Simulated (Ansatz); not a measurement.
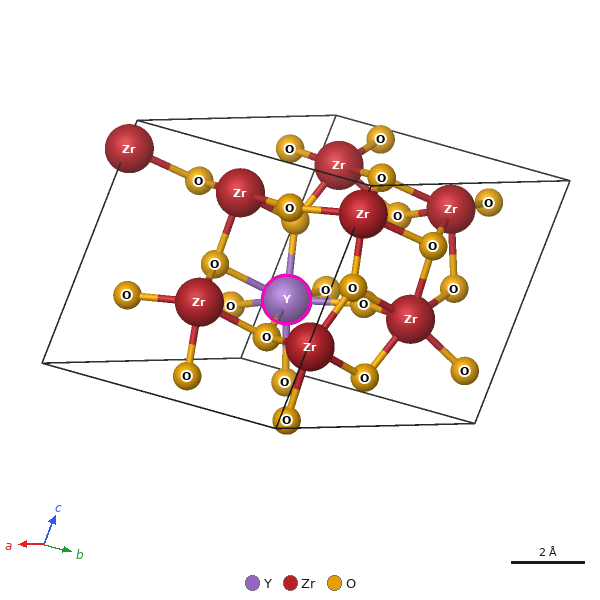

A ball-and-stick rendering, viewed from a general direction. The supercell is drawn as a box. The host is ZrO₂, in a cell of 24 sites, and the cell carries a charge of -1. A ring marks the defect's site.

What kind of defect was put in?

Yttrium on a zirconium site (a substitutional impurity). It is bonded to seven O at about 2.2 to 2.4 Å. Not all metal-metal contacts are counted.

The atoms were relaxed in the host's cell with DFT PBE, scalar-relativistic, plane waves, PAW in Ansatz 0.2.0.
